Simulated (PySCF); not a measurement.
# Run report: C₄H₁₀O, NMR shielding calculation

System: C₄H₁₀O.
Method: GIAO LDA/pcSseg-1 NMR shielding, non-relativistic, IEF-PCM cyclohexane (PySCF 2.14.0).

The geometry comes from this level: GFN1-xTB. Figures and captions count atoms from 1; the log counts them from 0 in places.

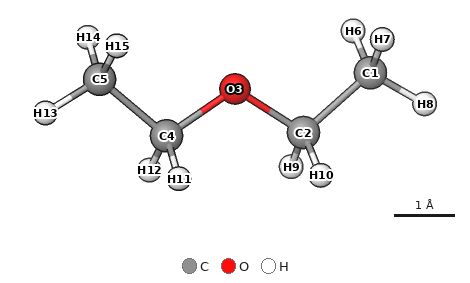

*The structure as given in the input (ball-and-stick view, seen at a tilt; atoms are numbered from 1 in the order of the input).*

## The input
```
{"job": {"xc": "LDA", "basis": "pcSseg-1", "solvent": "cyclohexane", "kind": "nmr", "pop": false}, "charge": 0, "multiplicity": 1}
C     -2.356715     0.500146     0.060741
C     -1.184466    -0.376350    -0.357504
O     -0.002914     0.225947     0.137209
C      1.193788    -0.466755    -0.165511
C      2.346490     0.320722     0.441525
H     -2.393081     0.575533     1.147162
H     -2.236146     1.500620    -0.353768
H     -3.291497     0.072796    -0.300343
H     -1.299008    -1.392791     0.056380
H     -1.141382    -0.458998    -1.456999
H      1.321579    -0.552148    -1.258198
H      1.163358    -1.486591     0.254708
H      3.292098    -0.178179     0.232365
H      2.213222     0.398729     1.520168
H      2.370261     1.325309     0.020151
```

The first line tells a small driver script what to run in PySCF; the rest is the geometry in Å.

Machine: 1 CPU thread, shared host.

Command:
```bash
OMP_NUM_THREADS=1 python <driver script> task.json out
```

## The program's output
```
coarse grid: 11632 points
cycle   1  E = -231.3893274816  dE =  2.316e-01  |g| = 7.612e-01  |ddm| = 3.143e+00
cycle   2  E = -231.0733467573  dE =  3.160e-01  |g| = 1.439e+00  |ddm| = 2.428e+00
cycle   3  E = -231.5110941907  dE = -4.377e-01  |g| = 2.121e-01  |ddm| = 1.912e+00
cycle   4  E = -231.5193216347  dE = -8.227e-03  |g| = 5.637e-02  |ddm| = 1.756e-01
cycle   5  E = -231.5200057458  dE = -6.841e-04  |g| = 7.810e-03  |ddm| = 4.399e-02
cycle   6  E = -231.5200199661  dE = -1.422e-05  |g| = 1.096e-03  |ddm| = 7.506e-03
cycle   7  E = -231.5200202179  dE = -2.518e-07  |g| = 3.996e-04  |ddm| = 1.282e-03
final grid: 109760 points
cycle   8  E = -231.5850180646  dE = -4.071e-05  |g| = 5.682e-03  |ddm| = 1.904e-02
cycle   9  E = -231.5850064777  dE =  1.159e-05  |g| = 9.112e-03  |ddm| = 1.033e-02
cycle  10  E = -231.5850258045  dE = -1.933e-05  |g| = 9.647e-04  |ddm| = 6.117e-03
cycle  11  E = -231.5850259735  dE = -1.690e-07  |g| = 1.090e-04  |ddm| = 9.140e-04
cycle  12  E = -231.5850259757  dE = -2.166e-09  |g| = 2.201e-05  |ddm| = 1.048e-04
cycle  13  E = -231.5850259758  dE = -1.035e-10  |g| = 5.846e-06  |ddm| = 2.324e-05
```

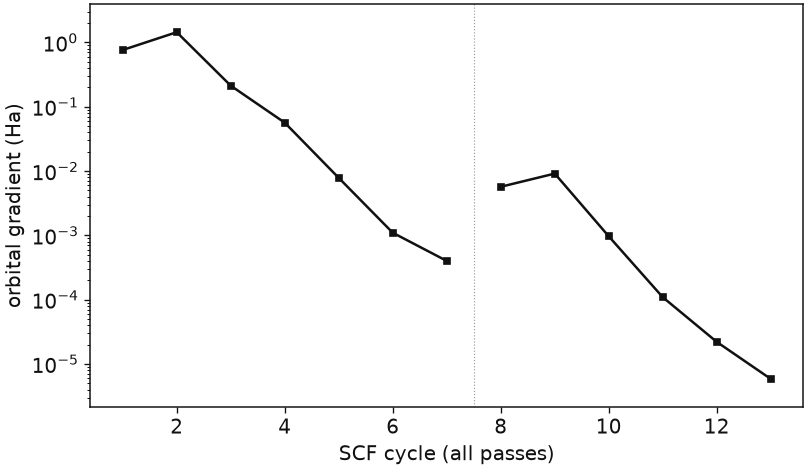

*Convergence of the self-consistent field: orbital gradient against the SCF cycle. The dotted line marks the change from a coarse to the final integration grid.*

The first 7 cycles use a coarse grid, the final grid takes over at cycle 8, and the field converges after 13 cycles in all.

```
converged SCF energy = -231.5850259758

GIAO shielding tensors (ppm)
atom      isotropic    diamagn.    paramagn.     s11        s22        s33       span
  0 C      165.486     248.055     -82.569    148.231    163.940    184.287     36.056
  1 C      107.138     246.192    -139.054     72.892     85.285    163.235     90.343
  2 O      261.966     399.907    -137.941    209.323    281.996    294.580     85.257
  3 C      107.140     246.195    -139.056     72.898     85.285    163.236     90.339
  4 C      165.486     248.057     -82.571    148.232    163.936    184.289     36.057
  5 H       29.771      29.510       0.261     26.129     28.053     35.130      9.001
  6 H       29.770      29.508       0.262     26.127     28.054     35.129      9.002
  7 H       30.136      27.453       2.683     26.308     27.281     36.820     10.512
  8 H       27.340      30.640      -3.299     23.592     26.715     31.713      8.120
  9 H       27.340      30.638      -3.298     23.591     26.718     31.711      8.120
 10 H       27.340      30.638      -3.298     23.591     26.715     31.712      8.121
 11 H       27.341      30.642      -3.301     23.593     26.718     31.712      8.119
 12 H       30.136      27.455       2.681     26.307     27.281     36.820     10.512
 13 H       29.770      29.511       0.259     26.128     28.054     35.129      9.002
 14 H       29.770      29.508       0.262     26.128     28.054     35.130      9.002
```

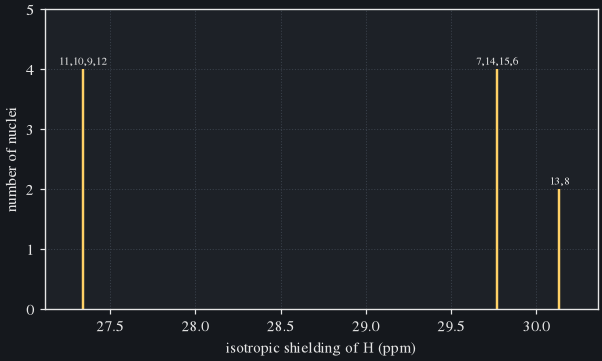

*Isotropic shieldings of the hydrogen nuclei in this fixed geometry, labelled by atom number; shielding grows to the right, so chemical shift grows to the left.*

The least shielded is H11 (27.3 ppm), the most shielded H8 (30.1 ppm).

## Key numbers

| quantity | value |
| --- | --- |
| outcome | converged |
| total energy | −231.585026 hartree |
| HOMO | −5.74 eV |
| LUMO | 0.65 eV |
| dipole moment | 1.25 D |
| isotropic shielding, C | 107.1 to 165.5 ppm |
| isotropic shielding, O | 262.0 ppm |
| isotropic shielding, H | 27.3 to 30.1 ppm |
| wall time | 4.5 s |
| peak memory | 0.69 GiB |
